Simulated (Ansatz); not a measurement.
Geometry relaxation, with input and output: Ti2Si5 (part 1 of 3)

Ti2Si5 (slab, 14 atoms in the cell), computed with DFT r2SCAN, scalar-relativistic, plane waves, PAW, no spin polarisation (Ansatz 0.2.0).

The structure derives from a Materials Project entry. It belongs to a series of runs on one base structure; here: (0 1 0) slab, atoms relaxed. Figures and captions count atoms from 1; the log counts them from 0 in places.

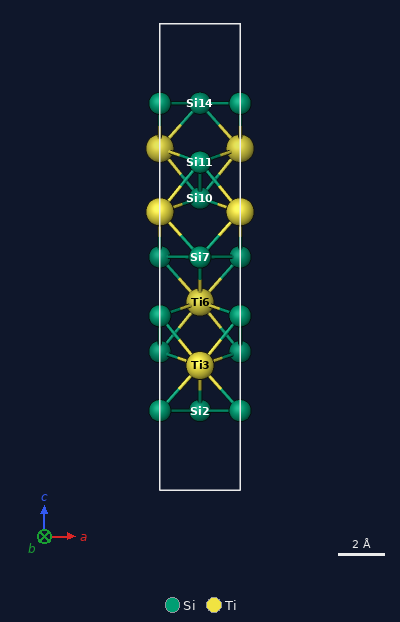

Figure 1. The starting structure (ball-and-stick view of the cell of the calculation, with the vacuum cut short, along the b axis; atoms are numbered from 1 in the order of the input). An atom can appear more than once, as a periodic image.

Key numbers

| quantity | value |
| --- | --- |
| outcome | converged |
| electrons treated | 88 |
| free energy | −16411.7916 eV |
| work function, top face | 5.27 eV |
| work function, bottom face | 5.27 eV |
| Fermi energy | 4.532 eV |
| gap on the k-point mesh | none (metallic) |
| final volume | 358.65 Å³ |
| work function (upper face) | 5.27 eV |
| largest force (length of the vector) at the end | 0.001 eV/Å |
| hardware | 2 threads of Intel Xeon (Sapphire Rapids), 192 GiB of memory available, shared host |
| wall time | 8.6 min (CPU time 17 min) |
| peak memory | 1.8 GiB |

Warnings of the run: the exchange-correlation potential is rough where the density is thin.

Input file
```yaml
crystal:
  lattice:
    - [3.5284141149, 0.0, 0.0]
    - [0.0, 3.5645615983, 0.0]
    - [0.0, 0.0, 28.5159753577]
  atoms:
    - { symbol: Si, position: [0.0, 0.25, 0.2630104671] }
    - { symbol: Si, position: [0.5, 0.75, 0.2631891051] }
    - { symbol: Ti, position: [0.5, 0.25, 0.3326667108] }
    - { symbol: Si, position: [0.0, 0.75, 0.3539250216] }
    - { symbol: Si, position: [0.0, 0.25, 0.4091747645] }
    - { symbol: Ti, position: [0.5, 0.75, 0.4304330754] }
    - { symbol: Si, position: [0.5, 0.25, 0.499910681] }
    - { symbol: Si, position: [0.0, 0.75, 0.500089319] }
    - { symbol: Ti, position: [0.0, 0.25, 0.5695669246] }
    - { symbol: Si, position: [0.5, 0.75, 0.5908252355] }
    - { symbol: Si, position: [0.5, 0.25, 0.6460749784] }
    - { symbol: Ti, position: [0.0, 0.75, 0.6673332892] }
    - { symbol: Si, position: [0.0, 0.25, 0.7368108949] }
    - { symbol: Si, position: [0.5, 0.75, 0.7369895329] }
basis:
  ecutwfc: 500
kpoints:
  mp_grid: { grid: [10, 10, 1] }
hamiltonian:
  xc: r2scan
scf:
  occupations: { method: gaussian, width: 0.1 }
output:
  forces: true
  eigenvalues: true
  write_density: true
  write_potential: true
  elf: true
  volumetric_format: npy
relax:
  adjacent_minimum: "off"
  f_tol: 0.02
  max_steps: 60
efield:
  axis: 3
  dipole_correction: true
  ramp_width: 0.04
```

Command:
```bash
ansatz run input.yaml --threads 2 --pin off --max-ram 5120MiB --backend cpu --events-out ev --progress --plain --runs-dir out
```

Output
```
Engine: ansatz 0.2.0, x86_64-unknown-linux-gnu
Pseudopotentials: kind: paw
Pseudopotential: Si, paw, valence charge 4, recommended cutoff 500 eV (meta_gga), Si.paw.azcp
Pseudopotential: Ti, paw, valence charge 12, recommended cutoff 500 eV (meta_gga), Ti.paw.azcp
Functional definition: r2SCAN
  parameter k0 = 0.174
  parameter k1 = 0.065
  parameter a1 = 4.9479
  exchange = r2scan_x(k0 = k0, k1 = k1, a1 = a1)
  correlation = r2scan_c
Crystal: 14 atoms, lattice volume = 358.653 Å³
Basis set: ecut = 500 eV, 9179 PW (Γ), exchange–correlation on 108×108×864 points (64 copies of the dense FFT grid, shifted against one another)
Bands: 58, of which v1, the nominal top of the filled ones, is band 44 counted from 1 (43 counted from 0)
Symmetry: 4 space group operations
k-points: 36 of 100
Non-local potential: Si, projectors of the file, l = 0: 2, l = 1: 2, l = 2: 2
Non-local potential: Ti, projectors of the file, l = 0: 3, l = 1: 2, l = 2: 3, l = 3: 1
PAW form: soft (Blöchl's): semilocal exchange-correlation on the pseudo side does not see the compensation charge
PAW frozen core: Si, regenerated for the run's functional (the file was generated under x = pbe(κ = 0.804, μ = 0.2195149727645171), c = pbe(β = 0.06672455060314922))
PAW frozen core: Ti, regenerated for the run's functional (the file was generated under x = pbe(κ = 0.804, μ = 0.2195149727645171), c = pbe(β = 0.06672455060314922))
PAW one-centre angular grid: Si, 302 points (default); XC on 160 Gauss nodes
PAW one-centre angular grid: Ti, 590 points (default); XC on 160 Gauss nodes
Initial density: superposition of atomic densities (neutral atoms: chi_scale 0, normalization atom), corrected by the library's trained network
Initial wavefunctions: pseudopotential atomic-orbital guess
Functional: x = r2scan, c = r2scan; τ floored in thin density (d = 2e-4 eV/Å³)
SCF iter   1: F=—  HF=-16411.468210 eV  |F-HF|=—  |Δ(HF+E_count)|=         —  Δρ=1.00e-2  dr2=2.96e0  dr2_τ=1.11e-1  ethr=1.77e-3  p=0.000 e·Å  D=9.81e-14 V/Å  ΔV_dip=-0.00 eV  dr2_dipole=9.08e-8  V_vac-E_F(+/−)=4.63/4.63 eV  ⟨swp⟩=9.9  Hψ=11546  notcnv=0
efield: sawtooth ramp at fractional position 0.9800 (placed from the atoms, in the widest stretch of the axis that holds none; the zero of the levels goes with the place), width 0.0400; the density the first Hamiltonian is built on has a dipole p = 0.000 e·Å; the dipole correction subtracts the counter field D = 9.81e-14 V/Å, which shifts the + side's vacuum level by -0.00 eV against the − side's; the planar-averaged density in the ramp window peaks in size at 1.9e-5 e/Å³
preconditioner: auto → LDOS  [metal: Δε(μ)=0.015 eV  Ē_g=6.843 eV  σ=0.100 eV  W_gap=0.08  n_scr=62 (ndim 8)  ℏωp=14.7 eV  f_vac=0.388  D(μ)=4.82/eV (n_scr^D=14)  β→1.0]
SCF iter   2: F=—  HF=-16411.659370 eV  |F-HF|=—  |Δ(HF+E_count)|=   1.91e-1  Δρ=6.08e-3  dr2=3.73e-1  dr2_τ=1.77e-2  ethr=1.77e-3  p=-0.000 e·Å  D=-7.89e-6 V/Å  ΔV_dip=0.00 eV  dr2_dipole=2.05e-7  V_vac-E_F(+/−)=5.27/5.27 eV  ⟨swp⟩=3.9  Hψ=4217  notcnv=0  defer=229
SCF iter   3: F=—  HF=-16411.640172 eV  |F-HF|=—  |Δ(HF+E_count)|=   1.92e-2  Δρ=2.35e-3  dr2=6.53e-2  dr2_τ=1.40e-3  ethr=4.23e-4  p=-0.000 e·Å  D=-5.26e-6 V/Å  ΔV_dip=0.00 eV  dr2_dipole=1.03e-7  V_vac-E_F(+/−)=5.19/5.19 eV  ⟨swp⟩=2.9  Hψ=3632  notcnv=0  defer=229
SCF iter   4: F=—  HF=-16411.635555 eV  |F-HF|=—  |Δ(HF+E_count)|=   4.62e-3  Δρ=4.18e-4  dr2=5.93e-3  dr2_τ=4.46e-5  ethr=7.42e-5  p=-0.000 e·Å  D=-9.56e-7 V/Å  ΔV_dip=0.00 eV  dr2_dipole=1.55e-10  V_vac-E_F(+/−)=5.24/5.24 eV  ⟨swp⟩=2.3  Hψ=2985  notcnv=0  defer=229
SCF iter   5: F=—  HF=-16411.635321 eV  |F-HF|=—  |Δ(HF+E_count)|=   2.34e-4  Δρ=1.24e-4  dr2=1.45e-4  dr2_τ=1.24e-6  ethr=6.74e-6  p=-0.000 e·Å  D=-1.70e-6 V/Å  ΔV_dip=0.00 eV  dr2_dipole=5.50e-12  V_vac-E_F(+/−)=5.26/5.26 eV  ⟨swp⟩=2.1  Hψ=2707  notcnv=0  defer=229
SCF iter   6: F=—  HF=-16411.635360 eV  |F-HF|=—  |Δ(HF+E_count)|=   3.85e-5  Δρ=6.69e-5  dr2=4.26e-5  dr2_τ=1.13e-6  ethr=1.64e-7  p=-0.000 e·Å  D=-4.22e-7 V/Å  ΔV_dip=0.00 eV  dr2_dipole=4.55e-11  V_vac-E_F(+/−)=5.27/5.27 eV  ⟨swp⟩=2.8  Hψ=3558  notcnv=0  defer=229
SCF iter   7: F=-16411.635354 eV  HF=-16411.635355 eV  |F-HF|=8.78e-7  |Δ(HF+E_count)|=   4.85e-6  Δρ=1.70e-5  dr2=1.91e-6  dr2_τ=5.23e-8  ethr=1.14e-8  p=-0.000 e·Å  D=-7.55e-7 V/Å  ΔV_dip=0.00 eV  dr2_dipole=1.84e-10  V_vac-E_F(+/−)=5.26/5.26 eV  ⟨swp⟩=24.2  Hψ=24017  notcnv=0
SCF 1 converged in 7 iterations: F = -16411.635354 eV  dr2 = 1.91e-6
  greatest PAW one-centre occupation: 1.001 electrons in one spin orbital (limit 2), on the Ti atom at site 2 (counted from 0), in its partial waves of l = 1
relax step   1: F+E_penalty+E_count = -16411.63535416 eV  Δ(F+E_penalty+E_count) = +0.000e0 eV  max|allowed force component| = 9.972e-1 eV/Å  Δτ_max = 0.0000 Å  (7 SCF iters, dr2 threshold 1.00e-5 eV, accepted)
Initial density: handed on by an earlier stage of this run
Initial wavefunctions: those handed on with the density
iter 1 solved again at ethr=1.95e-4 eV; its pass at ethr=3.10e-3 eV (dr2=1.72e-1 eV) is discarded
SCF iter   1: F=—  HF=-16411.618264 eV  |F-HF|=—  |Δ(HF+E_count)|=         —  Δρ=3.31e-3  dr2=1.60e-1  dr2_τ=2.99e-1  ethr=1.95e-4  p=-0.000 e·Å  D=-7.55e-7 V/Å  ΔV_dip=0.00 eV  dr2_dipole=7.91e-10  V_vac-E_F(+/−)=5.27/5.27 eV  ⟨swp⟩=2.0  Hψ=7388  notcnv=0  defer=211
efield: sawtooth ramp at fractional position 0.9800 (handed on by an earlier solve), width 0.0400; the density the first Hamiltonian is built on has a dipole p = -0.000 e·Å; the dipole correction subtracts the counter field D = -7.55e-7 V/Å, which shifts the + side's vacuum level by +0.00 eV against the − side's; the planar-averaged density in the ramp window peaks in size at 1.3e-6 e/Å³
preconditioner: auto → LDOS  [metal: Δε(μ)=0.015 eV  Ē_g=6.737 eV  σ=0.100 eV  W_gap=0.08  n_scr=62 (ndim 8)  ℏωp=14.7 eV  f_vac=0.384  D(μ)=6.09/eV (n_scr^D=14)  β→1.0]
SCF iter   2: F=—  HF=-16411.776980 eV  |F-HF|=—  |Δ(HF+E_count)|=   1.59e-1  Δρ=1.94e-3  dr2=4.37e-2  dr2_τ=4.35e-4  ethr=1.81e-4  p=0.000 e·Å  D=1.85e-5 V/Å  ΔV_dip=-0.00 eV  dr2_dipole=9.32e-8  V_vac-E_F(+/−)=5.30/5.30 eV  ⟨swp⟩=2.1  Hψ=3363  notcnv=0  defer=211
SCF iter   3: F=—  HF=-16411.770031 eV  |F-HF|=—  |Δ(HF+E_count)|=   6.95e-3  Δρ=6.07e-4  dr2=2.08e-3  dr2_τ=1.13e-4  ethr=4.97e-5  p=-0.000 e·Å  D=-8.01e-6 V/Å  ΔV_dip=0.00 eV  dr2_dipole=3.53e-8  V_vac-E_F(+/−)=5.27/5.27 eV  ⟨swp⟩=2.1  Hψ=3076  notcnv=0  defer=217
SCF iter   4: F=—  HF=-16411.769658 eV  |F-HF|=—  |Δ(HF+E_count)|=   3.73e-4  Δρ=1.65e-4  dr2=5.43e-5  dr2_τ=4.49e-6  ethr=2.36e-6  p=0.000 e·Å  D=1.01e-7 V/Å  ΔV_dip=-0.00 eV  dr2_dipole=6.13e-13  V_vac-E_F(+/−)=5.27/5.27 eV  ⟨swp⟩=3.2  Hψ=3905  notcnv=0  defer=217
SCF iter   5: F=-16411.769722 eV  HF=-16411.769732 eV  |F-HF|=9.40e-6  |Δ(HF+E_count)|=   7.38e-5  Δρ=3.97e-5  dr2=1.49e-5  dr2_τ=3.70e-7  ethr=6.17e-8  p=-0.000 e·Å  D=-1.32e-6 V/Å  ΔV_dip=0.00 eV  dr2_dipole=3.30e-10  V_vac-E_F(+/−)=5.27/5.27 eV  ⟨swp⟩=27.0  Hψ=26578  notcnv=0
SCF 2 converged in 5 iterations: F = -16411.769722 eV  dr2 = 1.49e-5
relax step   2: F+E_penalty+E_count = -16411.76972236 eV  Δ(F+E_penalty+E_count) = -1.344e-1 eV  max|allowed force component| = 3.096e-1 eV/Å  Δτ_max = 0.0622 Å  (5 SCF iters, dr2 threshold 6.22e-5 eV, accepted)
SCF iter   1: F=—  HF=-16411.765836 eV  |F-HF|=—  |Δ(HF+E_count)|=         —  Δρ=1.56e-3  dr2=1.81e-2  dr2_τ=3.79e-2  ethr=1.08e-3  p=-0.000 e·Å  D=-1.32e-6 V/Å  ΔV_dip=0.00 eV  dr2_dipole=1.94e-11  V_vac-E_F(+/−)=5.28/5.28 eV  ⟨swp⟩=3.4  Hψ=4092  notcnv=0  defer=215
efield: sawtooth ramp at fractional position 0.9800 (handed on by an earlier solve), width 0.0400; the density the first Hamiltonian is built on has a dipole p = -0.000 e·Å; the dipole correction subtracts the counter field D = -1.32e-6 V/Å, which shifts the + side's vacuum level by +0.00 eV against the − side's; the planar-averaged density in the ramp window peaks in size at 6.8e-7 e/Å³
preconditioner: auto → LDOS  [metal: Δε(μ)=0.013 eV  Ē_g=6.716 eV  σ=0.100 eV  W_gap=0.07  n_scr=62 (ndim 8)  ℏωp=14.7 eV  f_vac=0.382  D(μ)=5.10/eV (n_scr^D=14)  β→1.0]
SCF iter   2: F=—  HF=-16411.790091 eV  |F-HF|=—  |Δ(HF+E_count)|=   2.43e-2  Δρ=1.06e-3  dr2=1.20e-2  dr2_τ=4.09e-4  ethr=2.05e-5  p=-0.000 e·Å  D=-1.83e-6 V/Å  ΔV_dip=0.00 eV  dr2_dipole=5.06e-12  V_vac-E_F(+/−)=5.28/5.28 eV  ⟨swp⟩=3.6  Hψ=4852  notcnv=0  defer=215
SCF iter   3: F=—  HF=-16411.788384 eV  |F-HF|=—  |Δ(HF+E_count)|=   1.71e-3  Δρ=3.37e-4  dr2=1.10e-3  dr2_τ=1.75e-5  ethr=1.36e-5  p=-0.000 e·Å  D=-9.14e-7 V/Å  ΔV_dip=0.00 eV  dr2_dipole=3.28e-9  V_vac-E_F(+/−)=5.28/5.28 eV  ⟨swp⟩=2.0  Hψ=2669  notcnv=0  defer=215
SCF iter   4: F=—  HF=-16411.788132 eV  |F-HF|=—  |Δ(HF+E_count)|=   2.52e-4  Δρ=6.37e-5  dr2=4.17e-5  dr2_τ=1.95e-6  ethr=1.25e-6  p=-0.000 e·Å  D=-2.83e-8 V/Å  ΔV_dip=0.00 eV  dr2_dipole=8.49e-13  V_vac-E_F(+/−)=5.27/5.27 eV  ⟨swp⟩=2.2  Hψ=2750  notcnv=0  defer=215
SCF iter   5: F=—  HF=-16411.788132 eV  |F-HF|=—  |Δ(HF+E_count)|=   2.18e-7  Δρ=2.76e-5  dr2=7.58e-6  dr2_τ=1.92e-7  ethr=6.81e-9  p=-0.000 e·Å  D=-9.00e-8 V/Å  ΔV_dip=0.00 eV  dr2_dipole=4.93e-11  V_vac-E_F(+/−)=5.27/5.27 eV  ⟨swp⟩=26.1  Hψ=26024  notcnv=0
SCF iter   6: F=-16411.788132 eV  HF=-16411.788132 eV  |F-HF|=1.71e-7  |Δ(HF+E_count)|=   1.07e-8  Δρ=6.37e-6  dr2=3.65e-7  dr2_τ=1.54e-8  ethr=6.81e-9  p=0.000 e·Å  D=3.14e-8 V/Å  ΔV_dip=-0.00 eV  dr2_dipole=3.13e-13  V_vac-E_F(+/−)=5.27/5.27 eV  ⟨swp⟩=15.1  Hψ=20653  notcnv=0
SCF 3 converged in 6 iterations: F = -16411.788132 eV  dr2 = 3.65e-7
relax step   3: F+E_penalty+E_count = -16411.78813158 eV  Δ(F+E_penalty+E_count) = -1.841e-2 eV  max|allowed force component| = 1.316e-1 eV/Å  Δτ_max = 0.0599 Å  (6 SCF iters, dr2 threshold 5.99e-6 eV, accepted)
```
